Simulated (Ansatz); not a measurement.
A periodic structure is given below.

```xyz
7
Lattice="3.8249 0.0000 0.0000 -1.9124 3.3125 0.0000 0.0000 0.0000 26.1211" Properties=species:S:1:pos:R:3 pbc="T T T"
Si    1.9124    1.1042    8.5159
Si    0.0000    2.2083    9.3127
Si    0.0000    2.2083   11.6780
Si    1.9124    1.1042   12.4402
Si    1.9124    1.1042   14.8335
Si    0.0000    2.2083   15.5041
W     1.9124    0.0000   17.6052
```

### Characterise the structure given above.

The solid is Si6W. With Z = 1, the cell contains 6 Si, 1 W. W sits among two Si in a bent arrangement at 2.37 to 2.98 Å. Neighbours within bonding distance: Si 3 to 5 (mean 4.0). The bonds build Si6W layers parallel to (001).

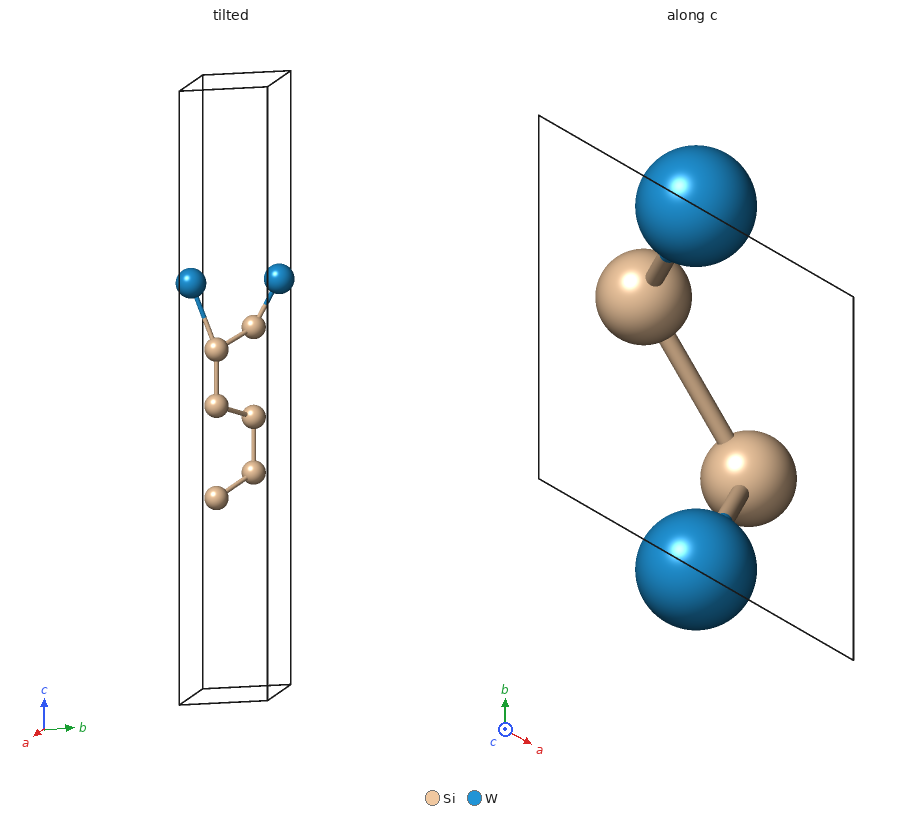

A ball-and-stick picture of a crystal structure, seen slightly off an axis and along the c axis. The parallelepiped is the simulation cell.

The initial geometry was a structure listed in the Materials Project, from which a slab was cut and an adsorbate added. The atoms were relaxed in a fixed cell with DFT PBEsol, scalar-relativistic, plane waves, PAW (Ansatz 0.2.0), but for three held in place.

At this level of theory the run's own cell isn't at rest (forces up to 0.7 eV/Å), so its distances can differ from those at equilibrium, the more so the softer the solid.
